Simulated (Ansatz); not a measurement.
ZrS₂

The calculation's input:

```
crystal:
  lattice:
    - [3.6560270897, 0.0, 0.0]
    - [-1.8280135448, 3.1821229514, 0.0]
    - [0.0, 0.0, 5.8568562715]
  atoms:
    - { symbol: Zr, position: [0.0, 0.0, 0.0] }
    - { symbol: S, position: [0.3330375122, 0.6660750244, 0.2469844923] }
    - { symbol: S, position: [0.6669624878, 0.3339249756, 0.7530155077] }
kpoints:
  mp_grid: { grid: [6, 6, 4] }
  band_path:
    path:
      - [0.0, 0.0, 0.0]
      - [0.5, 0.0, 0.0]
      - [0.3333333333, 0.3333333333, 0.0]
      - [0.0, 0.0, 0.5]
      - [0.5, 0.0, 0.5]
      - [0.3333333333, 0.3333333333, 0.5]
      - [-0.088542, 0.041667, 0.0]
      - [0.0, 0.5, 0.5]
    npoints: 1
hamiltonian:
  xc: hse06
scf:
  occupations: { method: fixed }
  n_extra_bands: 4
output:
  forces: true
  stress: true
  eigenvalues: true
  write_density: true
  write_potential: true
  elf: true
  volumetric_format: npy
```

Launched as:

```sh
ansatz run input.yaml --threads 2 --pin off --max-ram 2211MiB --backend cpu --events-out ev --progress --plain --runs-dir out
```

Below, planes, directions and counts refer to the conventional cell (a = 6.36 Å, b = 3.66 Å, c = 5.86 Å, α = 90.00°, β = 90.00°, γ = 90.00°).

Space group C2/m; started from the 1T (CdI2) bulk prototype, which need not be the ambient phase; changed on purpose from its base cell (uniaxial x strain -0.5%).

These are results of DFT, HSE06, plane waves, PAW (Ansatz 0.2.0), not measurements.

> What will maps of the valence pseudo-density and electron localisation function show?

Zr–S (2.57 Å): the density is about 0.44 e/Å³ at the midpoint; the ELF peaks at about 0.85 in the valence shell of S, 0.8 Å from its nucleus, and is about 0.40 at the midpoint.

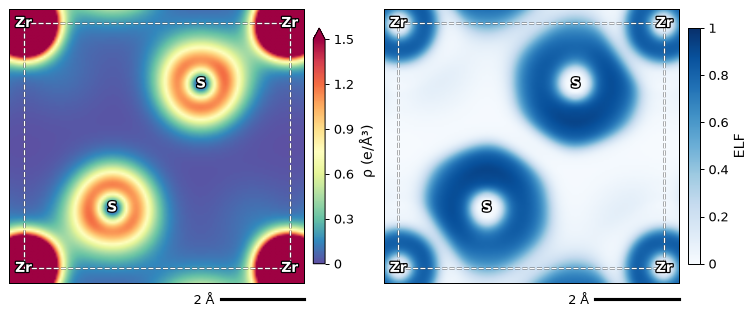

Computed valence pseudo-density and electron localisation function on the (010) plane of the conventional cell, in this order. 

Core electrons are frozen (PAW), and the valence fields are smoothed inside the atomic spheres.
